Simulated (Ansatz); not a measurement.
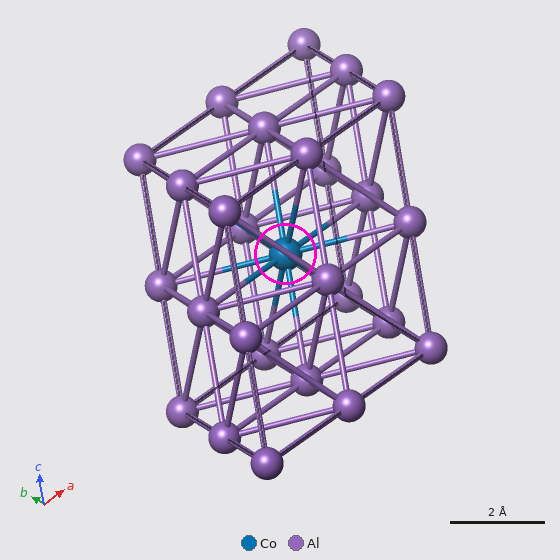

A ball-and-stick picture of a crystal structure, seen slightly off an axis. The wireframe shows the supercell. The host is Al, in a cell of 8 sites, and the cell is neutral. A ring marks the defect's site.

What defect is present?

Answer. Cobalt on an aluminium site (a substitutional impurity). It is bonded to twelve Al in a cuboctahedral arrangement at about 2.9 Å.

Level of theory and settings: Ansatz, DFT PBE, scalar-relativistic, plane waves, PAW, 420 eV cutoff, Brillouin-zone sampling on a 6×6×6 mesh, Gaussian smearing of 0.1 eV, collinear spins.

Is a magnetic moment found?

Answer. No net moment.

The atoms were relaxed in the host's cell with DFT PBE, scalar-relativistic, plane waves, PAW in Ansatz 0.2.0.
